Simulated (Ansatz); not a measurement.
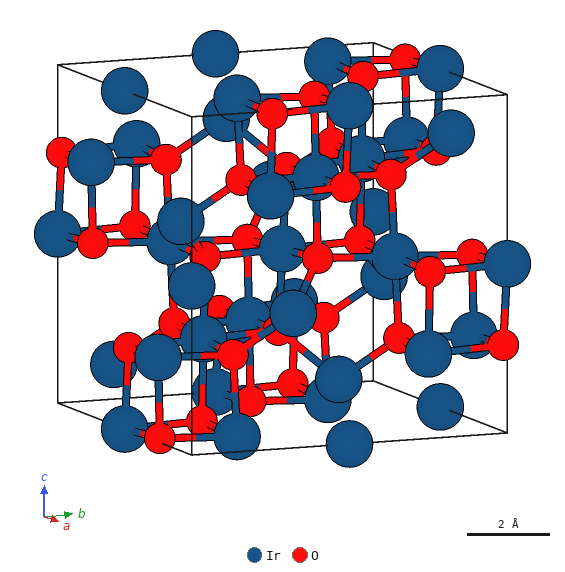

Crystalline Ir$_{3}$O$_{4}$ (a generated structure, set up in Fd-3m), before the relaxation. The picture is a ball-and-stick view of the conventional cell (4 times the calculation's cell), seen slightly off an axis. Lengths and directions refer to the drawn axes.

The start is a swapped structure.

Computed with Ansatz, DFT, PAW plane waves, r2SCAN.

Input
```yaml
crystal:
  lattice:
    - [0.0, 4.232327, 4.232327]
    - [4.232327, 0.0, 4.232327]
    - [4.232327, 4.232327, 0.0]
  atoms:
    - { symbol: Ir, position: [0.125, 0.125, 0.125] }
    - { symbol: Ir, position: [0.875, 0.875, 0.875] }
    - { symbol: Ir, position: [0.5, 0.5, 0.5] }
    - { symbol: Ir, position: [0.0, 0.5, 0.5] }
    - { symbol: Ir, position: [0.5, 0.5, 0.0] }
    - { symbol: Ir, position: [0.5, 0.0, 0.5] }
    - { symbol: O, position: [0.2591, 0.2591, 0.2591] }
    - { symbol: O, position: [0.2773, 0.7409, 0.7409] }
    - { symbol: O, position: [0.2591, 0.2591, 0.7227] }
    - { symbol: O, position: [0.7409, 0.2773, 0.7409] }
    - { symbol: O, position: [0.7227, 0.2591, 0.2591] }
    - { symbol: O, position: [0.7409, 0.7409, 0.7409] }
    - { symbol: O, position: [0.2591, 0.7227, 0.2591] }
    - { symbol: O, position: [0.7409, 0.7409, 0.2773] }
  symmetry: { tolerance: 0.0003 }
kpoints:
  mp_grid: { grid: [7, 7, 7], shift: [0, 0, 0] }
magnetization:
  spin_polarized: false
scf:
  occupations: { method: fermi_dirac, width: 0.0515 }
  lower_state_search: "off"
hamiltonian:
  pseudopotentials: { kind: paw }
  xc: r2scan
basis:
  ecutwfc: 500
  fft_grid_basis: typed
relax:
  max_steps: 80
  f_tol: 0.03
output:
  forces: true
  stress: true
  eigenvalues: true
  bader: true
  populations: true
  elf: true
  write_potential: true
  volumetric_format: npy
  dos:
    e_range: [-12, 8]
    de: 0.05
    projected: { site_lists: { Ir: [Ir], O: [O] } }
checkpoint:
  read: saved_state
```

Launched with:
```bash
ansatz run input.yaml --threads 2 --pin off --max-ram 3584MiB --backend cpu --events-out ev --progress --plain --runs-dir out
```

Predict the outcome.

The largest moves, 0.077 Å, are those of 8 atoms (O7, O8, O9, O10 and others). O12 goes along [−1 −1 −1]. Ir stays in place. The lattice vectors keep their values. Among the contacts that change: Ir1–O11 1.966 → 2.043 Å, Ir3–O10 2.042 → 2.002 Å. Bond angles that change, for instance: O8–Ir3–O10 85.6° → 82.8°, O8–Ir3–O9 94.4° → 97.2°, Ir3–O14–Ir4 94.2° → 96.7°. The space group stays Fd-3m (No. 227). Over 2 accepted moves (3 points after the start) the energy falls by 39.3 meV per atom. The largest force component goes from 1 to 0.0038 eV/Å. 1 step only repeated the SCF at the same geometry. The run took about 5 core-minutes on a shared host.

History of the run:

```tsv
step	E − E(0), meV/atom	largest force component, eV/Å	note
0	0.00	1.0349	
1	-30.74	0.4784	
2	-39.27	0.0038	
3	-39.27	0.0038	same geometry, SCF repeated
```

Final geometry:

```
Ir O
1.0
     0.00000    4.23233    4.23233
     4.23233    0.00000    4.23233
     4.23233    4.23233    0.00000
Ir O
6 8
Direct
  0.12500 0.12500 0.12500
  0.87500 0.87500 0.87500
  0.50000 0.50000 0.50000
  0.00000 0.50000 0.50000
  0.50000 0.50000 0.00000
  0.50000 0.00000 0.50000
  0.26435 0.26435 0.26435
  0.29304 0.73565 0.73565
  0.26435 0.26435 0.70696
  0.73565 0.29304 0.73565
  0.70696 0.26435 0.26435
  0.73565 0.73565 0.73565
  0.26435 0.70696 0.26435
  0.73565 0.73565 0.29304
```

After the run, drawn alike:

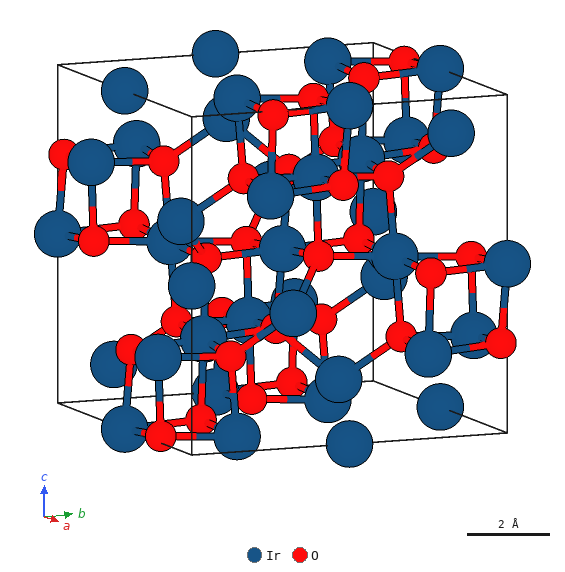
